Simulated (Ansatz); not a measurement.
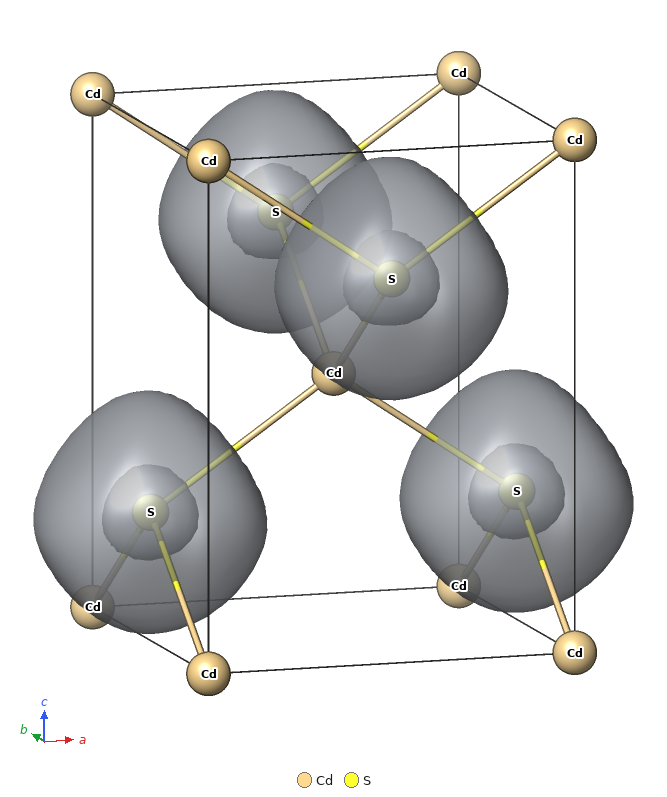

Figure. CdS. Isosurface of the electron localisation function at 0.65 (grey), seen slightly off an axis. Core shells and regions of very low density are left out. Sticks mark near contacts.

Space group I-4m2; started from the zincblende prototype, which need not be the ambient phase; changed on purpose from its base cell (uniaxial z strain -4.0%); computed pressure about 3 GPa in this cell.

These are results of Ansatz 0.2.0, DFT, HSE06, plane waves, PAW, not measurements.

In a PAW calculation such maps are meaningful between the atoms, not at the nuclei.

Input

```
crystal:
  lattice:
    - [0.0, 2.939214843, 2.8216462493]
    - [2.939214843, 0.0, 2.8216462493]
    - [2.939214843, 2.939214843, 0.0]
  atoms:
    - { symbol: Cd, position: [0.0, 0.0, 0.0] }
    - { symbol: S, position: [0.25, 0.25, 0.25] }
kpoints:
  mp_grid: { grid: [6, 6, 6] }
  band_path:
    path:
      - [0.0, 0.0, 0.0]
      - [-0.5, -0.5, 0.0]
      - [-0.375, -0.375, 0.25]
      - [-0.375, 0.0, 0.375]
      - [0.0, 0.0, 0.5]
      - [-0.5, -0.25, 0.25]
    npoints: 1
hamiltonian:
  xc: hse06
scf:
  occupations: { method: fixed }
  n_extra_bands: 4
output:
  forces: true
  stress: true
  eigenvalues: true
  write_density: true
  write_potential: true
  elf: true
  volumetric_format: npy
```

Below, planes, directions and counts refer to the conventional cell (a = 4.16 Å, b = 4.16 Å, c = 5.64 Å, α = 90.00°, β = 90.00°, γ = 90.00°).

Identify the bonds, lone pairs and shells in this picture.

Answer. The ELF exceeds this value in two regions wrapped around S (the valence shell of each), counted in one cell of 4 atoms. Any copies at cell faces, edges or corners count once. Along the contacts the grid gives the following. Cd–S (2.51 Å): the ELF peaks at about 0.90 in the valence shell of S, 0.8 Å from its nucleus, and is about 0.30 at the midpoint.

Metal or insulator at this level of theory?

Answer. It is gapped, with a Kohn–Sham gap of 2.1 eV on the k-point mesh, an upper bound to the gap of this method.
